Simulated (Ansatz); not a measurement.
System: Ru, space group P6_3/mmc (No. 194).

Starting cell:
```
Ru
1.0
     2.70580    0.00000    0.00000
    -1.35290    2.34329    0.00000
     0.00000    0.00000    4.28190
Ru
2
Cartesian
  1.3529 0.7811 3.2114
  0.0000 1.5622 1.0705
```

Computed with Ansatz 0.2.0: plane-wave DFT, no spin polarisation; energies at scaled volumes of the given cell, shape and fractions fixed, counted from the fit's minimum, third-order Birch-Murnaghan fit. Level: PBE0.

k mesh 6×6×4; occupations Fermi–Dirac; smearing width 0.05 eV; potentials Ansatz PAW; wave cutoff 420 eV; density cutoff 1680 eV.

What does the calculation give for the energy and pressure against volume? The volume takes the values 12.76, 13.03, 13.30, 13.57, 13.85, 14.12, 14.39 Å³/atom.

A third-order Birch–Murnaghan fit gives V0 = 13.23 Å³/atom, B0 = 366 GPa and B′ = 4.8. The energy is 20.32 meV/atom at volume 12.76 Å³/atom and 98.67 meV/atom at 14.39 Å³/atom; the lowest computed point is at volume 13.30 Å³/atom (0.47 meV/atom), in a single well. The pressure falls from 14.38 GPa at volume 12.76 Å³/atom to −25.09 GPa at 14.39 Å³/atom, and changes sign near 13.23 Å³/atom.

```tsv
volume (Å³/atom)	energy (meV/atom)	pressure (GPa)
12.76	20.32	14.38
13.03	3.45	5.69
13.30	0.47	-2.02
13.57	9.82	-8.87
13.85	30.10	-14.95
14.12	60.10	-20.33
14.39	98.67	-25.09
```

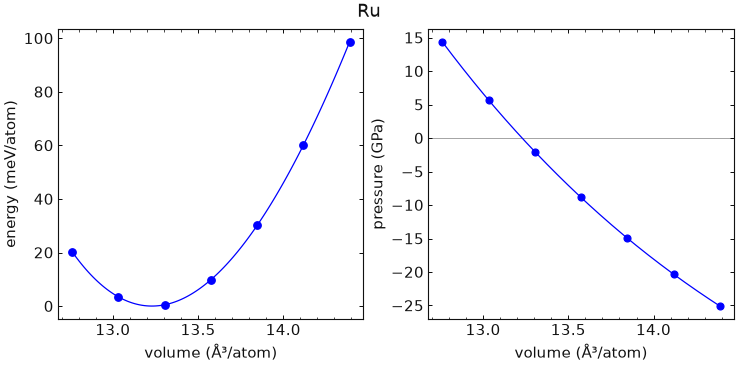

Note: coarse k mesh; shape and atomic fractions are frozen while scaling, which makes layered, chain and framework solids too stiff.
